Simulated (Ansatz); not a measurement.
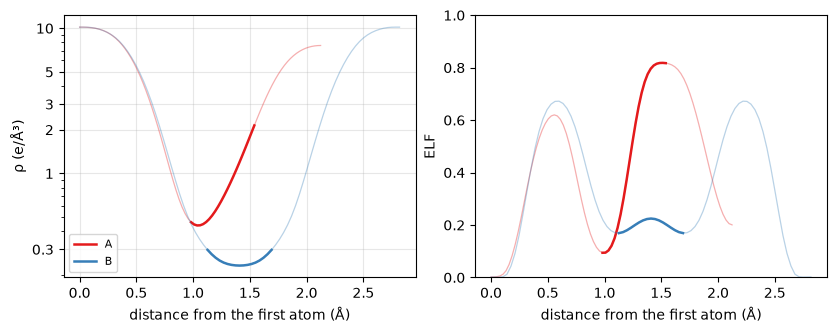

TiO. Valence charge density (pseudo) and electron localisation function along straight lines between neighbouring atoms. Thin, pale parts lie inside the atomic spheres.

Space group P6₃/mmc; a structure from a database of computed crystals, not necessarily the ambient phase; computed without spin polarisation.

All numbers below come from DFT PBEsol, scalar-relativistic, plane waves, PAW (Ansatz).

The density is the valence pseudo-density of a PAW calculation; it isn't the true density close to the nuclei.

Which curve belongs to which contact (Ti–O and Ti–Ti)? The first atom named is at distance zero.

Curve A: Ti–O (2.12 Å): the density is about 0.44 e/Å³ at the midpoint; the ELF peaks at about 0.80 in the valence shell of O, 0.6 Å from its nucleus, and is about 0.10 at the midpoint (no shared electron pair shows on this line). Curve B: Ti–Ti (2.82 Å): ρ at the midpoint is about 0.23 e/Å³; the ELF is about 0.20 at the midpoint; no localised pair shows between them.
